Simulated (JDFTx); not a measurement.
## Geometry relaxation, with input and output: Pd (part 2 of 2)

The same run, continued: Pd (Fm-3m, 1 atom in the cell); Kohn-Sham DFT of a periodic cell, PBE with D3, PseudoDojo-SR-PBE-0.5-standard, no spin polarisation (JDFTx 1.7.0 (patched build)); cutoff 1115.67 eV, 12×12×12 k-mesh, fermi-dirac of 0.05 eV. The structure derives from an entry of the Crystallography Open Database.

Geometry of the input (Å; fractional positions):
```
0.0000  1.9465  1.9465
1.9465  0.0000  1.9465
1.9465  1.9465  0.0000
Pd 0.0000  0.0000  0.0000
```

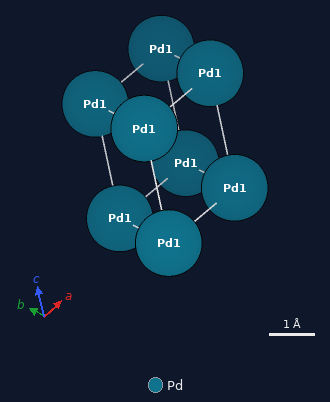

*The geometry at step 2 of the log (spheres-only view of the cell of the calculation, seen slightly off an axis; atoms are numbered from 1 in the order of the input).*

## Log, continued
```
LatticeMinimize: Iter:   1  F: -128.375130806972038  |grad|_K:  1.026e-03  alpha:  3.000e+00  linmin: -1.000e+00

#--- Lowdin population analysis ---
# oxidation-state Pd +0.642

Computing DFT-D3 correction:
# coordination-number Pd 8.368
# diagonal-C6 Pd 265.87
EvdW_6 =   -0.009399
EvdW_8 =   -0.012358

-------- Electronic minimization -----------
Will mix electronic density at each iteration.
	FillingsUpdate:  mu: +0.728560608  nElectrons: 18.000000
	FillingsUpdate:  mu: +0.732981708  nElectrons: 18.000000
SCF: Cycle:  0   F: -128.375133793189491   dF: -2.449e-06   |Residual|: 1.570e-03   |deigs|: 1.816e-05
	FillingsUpdate:  mu: +0.732526862  nElectrons: 18.000000
SCF: Cycle:  1   F: -128.375136564762869   dF: -2.772e-06   |Residual|: 2.761e-04   |deigs|: 4.112e-04
	FillingsUpdate:  mu: +0.732580438  nElectrons: 18.000000
SCF: Cycle:  2   F: -128.375136628121311   dF: -6.336e-08   |Residual|: 7.083e-05   |deigs|: 4.569e-05
	FillingsUpdate:  mu: +0.732589516  nElectrons: 18.000000
SCF: Cycle:  3   F: -128.375136631493717   dF: -3.372e-09   |Residual|: 1.384e-05   |deigs|: 8.392e-06
	FillingsUpdate:  mu: +0.732589942  nElectrons: 18.000000
SCF: Cycle:  4   F: -128.375136631818236   dF: -3.245e-10   |Residual|: 4.641e-06   |deigs|: 4.702e-06
	FillingsUpdate:  mu: +0.732589215  nElectrons: 18.000000
SCF: Cycle:  5   F: -128.375136631868287   dF: -5.005e-11   |Residual|: 2.122e-06   |deigs|: 4.533e-06
SCF: Converged (|Delta E|<1.000000e-09 for 2 iters).

Setting wave functions to eigenvectors of Hamiltonian

Computing DFT-D3 correction:
# coordination-number Pd 8.368
# diagonal-C6 Pd 265.87
EvdW_6 =   -0.009399
EvdW_8 =   -0.012358
# Lattice vectors:
R =
[            0       3.6714       3.6714  ]
[       3.6714            0       3.6714  ]
[       3.6714       3.6714            0  ]
unit cell volume = 98.9745

# Strain tensor in Cartesian coordinates:
[  -0.00189119            0            0  ]
[            0  -0.00189119            0  ]
[            0            0  -0.00189119  ]

# Stress tensor in Cartesian coordinates [Eh/a0^3]:
[  9.67377e-07            0            0  ]
[            0  9.67377e-07            0  ]
[            0            0  9.67377e-07  ]

# Ionic positions in lattice coordinates:
ion Pd   0.000000000000000   0.000000000000000   0.000000000000000 1

# Forces in Cartesian coordinates:
force Pd   0.000000000000000  -0.000000000000000   0.000000000000000 1

# Energy components:
   Eewald =     -101.1533174552074712
       EH =       25.7382725103296259
     Eloc =      -85.7304316009261669
      Enl =        1.2836003804506173
     EvdW =       -0.0217569418704460
      Exc =      -21.1785934160970370
 Exc_core =        7.1354688760566098
       KE =       45.5523380379621017
-------------------------------------
     Etot =     -128.3744196093021515
       TS =        0.0007170225661296
-------------------------------------
        F =     -128.3751366318682869

LatticeMinimize: Iter:   2  F: -128.375136631868287  |grad|_K:  3.578e-05  alpha:  1.000e+00  linmin: -1.000e+00

#--- Lowdin population analysis ---
# oxidation-state Pd +0.643

Computing DFT-D3 correction:
# coordination-number Pd 8.370
# diagonal-C6 Pd 265.87
EvdW_6 =   -0.009400
EvdW_8 =   -0.012360

-------- Electronic minimization -----------
Will mix electronic density at each iteration.
	FillingsUpdate:  mu: +0.732589215  nElectrons: 18.000000
	FillingsUpdate:  mu: +0.732736716  nElectrons: 18.000000
SCF: Cycle:  0   F: -128.375136632959709   dF: -1.730e-09   |Residual|: 3.691e-05   |deigs|: 4.587e-06
	FillingsUpdate:  mu: +0.732725479  nElectrons: 18.000000
SCF: Cycle:  1   F: -128.375136637002669   dF: -4.043e-09   |Residual|: 1.246e-05   |deigs|: 2.305e-05
	FillingsUpdate:  mu: +0.732721576  nElectrons: 18.000000
SCF: Cycle:  2   F: -128.375136637103850   dF: -1.012e-10   |Residual|: 5.870e-06   |deigs|: 1.266e-05
	FillingsUpdate:  mu: +0.732724036  nElectrons: 18.000000
SCF: Cycle:  3   F: -128.375136637130510   dF: -2.666e-11   |Residual|: 4.140e-06   |deigs|: 1.084e-05
SCF: Converged (|Delta E|<1.000000e-09 for 2 iters).

Setting wave functions to eigenvectors of Hamiltonian

Computing DFT-D3 correction:
# coordination-number Pd 8.370
# diagonal-C6 Pd 265.87
EvdW_6 =   -0.009400
EvdW_8 =   -0.012360
# Lattice vectors:
R =
[            0      3.67123      3.67123  ]
[      3.67123            0      3.67123  ]
[      3.67123      3.67123            0  ]
unit cell volume = 98.9611

# Strain tensor in Cartesian coordinates:
[  -0.00193639            0            0  ]
[            0  -0.00193639            0  ]
[            0            0  -0.00193639  ]

# Stress tensor in Cartesian coordinates [Eh/a0^3]:
[ -3.30139e-07            0            0  ]
[            0 -3.30139e-07            0  ]
[            0            0 -3.30139e-07  ]

# Ionic positions in lattice coordinates:
ion Pd   0.000000000000000   0.000000000000000   0.000000000000000 1

# Forces in Cartesian coordinates:
force Pd   0.000000000000000   0.000000000000000  -0.000000000000000 1

# Energy components:
   Eewald =     -101.1578982825715229
       EH =       25.7357348188374040
     Eloc =      -85.7233374988545762
      Enl =        1.2836321934227286
     EvdW =       -0.0217605958300428
      Exc =      -21.1786380837494548
 Exc_core =        7.1354688592149493
       KE =       45.5523788574696340
-------------------------------------
     Etot =     -128.3744197320609146
       TS =        0.0007169050695946
-------------------------------------
        F =     -128.3751366371305096

LatticeMinimize: Iter:   3  F: -128.375136637130510  |grad|_K:  1.221e-05  alpha:  1.000e+00  linmin:  1.000e+00

#--- Lowdin population analysis ---
# oxidation-state Pd +0.643

Computing DFT-D3 correction:
# coordination-number Pd 8.370
# diagonal-C6 Pd 265.87
EvdW_6 =   -0.009400
EvdW_8 =   -0.012360

-------- Electronic minimization -----------
Will mix electronic density at each iteration.
	FillingsUpdate:  mu: +0.732724036  nElectrons: 18.000000
	FillingsUpdate:  mu: +0.732687063  nElectrons: 18.000000
SCF: Cycle:  0   F: -128.375136636587769   dF: +2.620e-11   |Residual|: 1.135e-05   |deigs|: 7.206e-06
	FillingsUpdate:  mu: +0.732690587  nElectrons: 18.000000
SCF: Cycle:  1   F: -128.375136636956967   dF: -3.692e-10   |Residual|: 6.836e-06   |deigs|: 2.325e-05
	FillingsUpdate:  mu: +0.732692851  nElectrons: 18.000000
SCF: Cycle:  2   F: -128.375136636984507   dF: -2.754e-11   |Residual|: 3.609e-06   |deigs|: 1.947e-05
SCF: Converged (|Delta E|<1.000000e-09 for 2 iters).

Setting wave functions to eigenvectors of Hamiltonian

Computing DFT-D3 correction:
# coordination-number Pd 8.370
# diagonal-C6 Pd 265.87
EvdW_6 =   -0.009400
EvdW_8 =   -0.012360
LatticeMinimize: 	Wolfe criterion not satisfied: alpha: 1  (E-E0)/|gdotd0|: 0.141051  gdotd/gdotd0: 0.400263 (taking cubic step)

Computing DFT-D3 correction:
# coordination-number Pd 8.370
# diagonal-C6 Pd 265.87
EvdW_6 =   -0.009400
EvdW_8 =   -0.012360

-------- Electronic minimization -----------
Will mix electronic density at each iteration.
	FillingsUpdate:  mu: +0.732692851  nElectrons: 18.000000
	FillingsUpdate:  mu: +0.732716939  nElectrons: 18.000000
SCF: Cycle:  0   F: -128.375136637020603   dF: -1.890e-11   |Residual|: 5.857e-07   |deigs|: 8.771e-06
	FillingsUpdate:  mu: +0.732716817  nElectrons: 18.000000
SCF: Cycle:  1   F: -128.375136637161603   dF: -1.410e-10   |Residual|: 3.346e-06   |deigs|: 4.592e-05
SCF: Converged (|Delta E|<1.000000e-09 for 2 iters).

Setting wave functions to eigenvectors of Hamiltonian

Computing DFT-D3 correction:
# coordination-number Pd 8.370
# diagonal-C6 Pd 265.87
EvdW_6 =   -0.009400
EvdW_8 =   -0.012360
# Lattice vectors:
R =
[            0      3.67124      3.67124  ]
[      3.67124            0      3.67124  ]
[      3.67124      3.67124            0  ]
unit cell volume = 98.9618

# Strain tensor in Cartesian coordinates:
[  -0.00193406            0            0  ]
[            0  -0.00193406            0  ]
[            0            0  -0.00193406  ]

# Stress tensor in Cartesian coordinates [Eh/a0^3]:
[  -1.7606e-07            0            0  ]
[            0  -1.7606e-07            0  ]
[            0            0  -1.7606e-07  ]

# Ionic positions in lattice coordinates:
ion Pd   0.000000000000000   0.000000000000000   0.000000000000000 1

# Forces in Cartesian coordinates:
force Pd   0.000000000000000   0.000000000000000  -0.000000000000000 1

# Energy components:
   Eewald =     -101.1576626441059261
       EH =       25.7358747491267508
     Eloc =      -85.7237181822563912
      Enl =        1.2836298661403494
     EvdW =       -0.0217604078607528
      Exc =      -21.1786372791787443
 Exc_core =        7.1354688600839751
       KE =       45.5523853122941418
-------------------------------------
     Etot =     -128.3744197257565531
       TS =        0.0007169114050553
-------------------------------------
        F =     -128.3751366371616029

LatticeMinimize: Iter:   4  F: -128.375136637161603  |grad|_K:  6.512e-06  alpha:  2.206e-01  linmin: -1.000e+00
LatticeMinimize: Converged (|Delta F|<1.000000e-06 for 2 iters).

#--- Lowdin population analysis ---
# oxidation-state Pd +0.643

Dumping 'run.eigStats' ...
	eMin: -2.359459 at state 0 ( [ +0.000000 +0.000000 +0.000000 ] spin 0 )
	HOMO: +0.732574 at state 67 ( [ +0.166667 +0.416667 -0.416667 ] spin 0 )
	mu  : +0.732717
	LUMO: +0.732798 at state 5 ( [ +0.000000 +0.000000 +0.416667 ] spin 0 )
	eMax: +1.811356 at state 38 ( [ +0.000000 +0.333333 -0.333333 ] spin 0 )
	HOMO-LUMO gap: +0.000224
	Optical gap  : +0.004574 at state 39 ( [ +0.000000 +0.416667 +0.416667 ] spin 0 )
Done!
```

## Trajectory as extended XYZ (Å, eV, eV/Å), 5 frames, from step=0 to step=4
```
1
Lattice="0.0000 1.9465 1.9465 1.9465 0.0000 1.9465 1.9465 1.9465 0.0000" Properties=species:S:1:pos:R:3:forces:R:3 step=0 energy=-3493.26513
Pd    0.0000    0.0000    0.0000    0.0000   0.0000   0.0000
1
Lattice="0.0000 1.9455 1.9455 1.9455 0.0000 1.9455 1.9455 1.9455 0.0000" Properties=species:S:1:pos:R:3:forces:R:3 step=1 energy=-3493.26527
Pd    0.0000    0.0000    0.0000    0.0000   0.0000   0.0000
1
Lattice="0.0000 1.9428 1.9428 1.9428 0.0000 1.9428 1.9428 1.9428 0.0000" Properties=species:S:1:pos:R:3:forces:R:3 step=2 energy=-3493.26543
Pd    0.0000    0.0000    0.0000    0.0000   0.0000   0.0000
1
Lattice="0.0000 1.9427 1.9427 1.9427 0.0000 1.9427 1.9427 1.9427 0.0000" Properties=species:S:1:pos:R:3:forces:R:3 step=3 energy=-3493.26543
Pd    0.0000    0.0000    0.0000    0.0000   0.0000   0.0000
1
Lattice="0.0000 1.9427 1.9427 1.9427 0.0000 1.9427 1.9427 1.9427 0.0000" Properties=species:S:1:pos:R:3:forces:R:3 step=4 energy=-3493.26543
Pd    0.0000    0.0000    0.0000    0.0000   0.0000   0.0000
```

## Summary

| quantity | value |
| --- | --- |
| outcome | converged |
| space group (tolerance 0.01 Å) | Fm-3m (225) |
| electrons treated | 18 |
| free energy | −3493.2654 eV |
| Fermi energy | 19.938 eV |
| gap on the k-point mesh | none (metallic) |
| pressure | 0.01 GPa |
| final volume | 14.66 Å³ |
| largest force (length of the vector) at the end | under 0.001 eV/Å |
| final cell | a = 2.747 Å, b = 2.747 Å, c = 2.747 Å, α = 60.00°, β = 60.00°, γ = 60.00° |
| wall time | 45 s |
| peak memory | 0.08 GiB |
